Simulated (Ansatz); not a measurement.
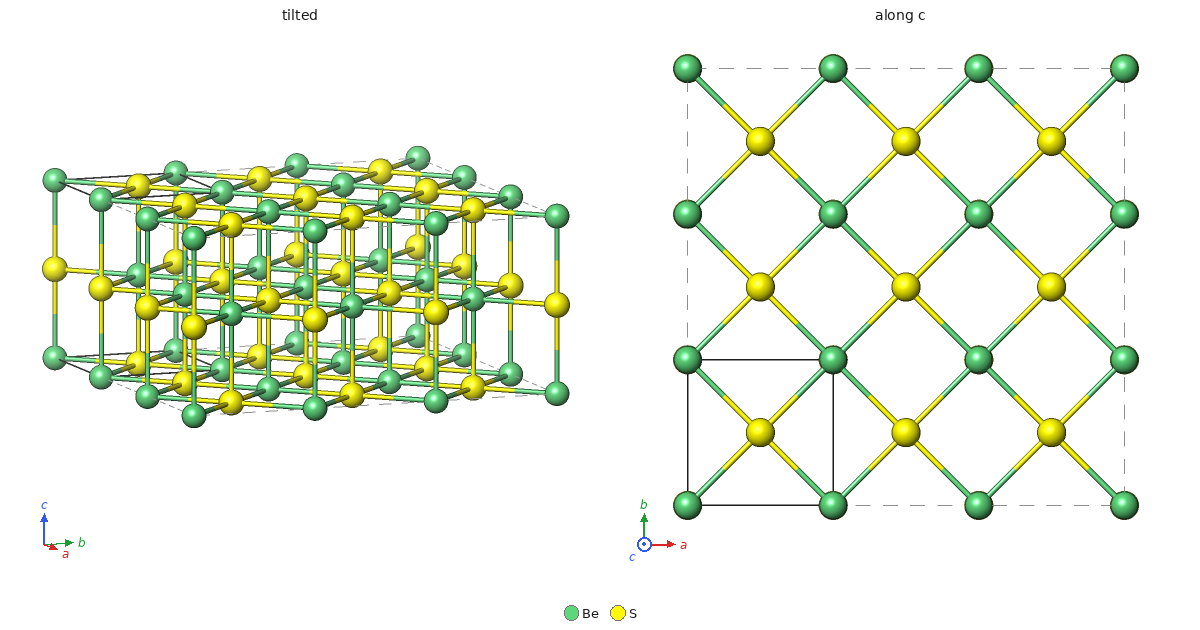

An orthographic ball-and-stick view of the structure, slightly off an axis and along the c axis. The picture spans 3×3×1 cells, one conventional unit cell being drawn with solid lines.

BeS, space group I4/mmm (No. 139), a = 3.28 Å, b = 3.28 Å, c = 4.55 Å, α = 90.00°, β = 90.00°, γ = 90.00°.

Results below were computed with Ansatz, DFT, r2SCAN, plane waves, PAW; the settings were wavefunction cutoff 500 eV, k-points about 0.24 Å⁻¹ apart, no spin polarisation.

**Is the electronic structure metallic or gapped?**

A semiconductor at this level, with a gap of 1.18 eV, indirect; the smallest direct gap is 4.57 eV.

**How far is the cell from zero pressure?**

The computed pressure is 2.2 GPa (compressed: it would expand). The stress isn't hydrostatic: its largest component is 3.6 GPa.

The starting point was a structure type filled with these elements by a generator (whether the compound takes this form wasn't checked). The cell was then strained or its atoms displaced on purpose. It was run through Ansatz as a DFT input.
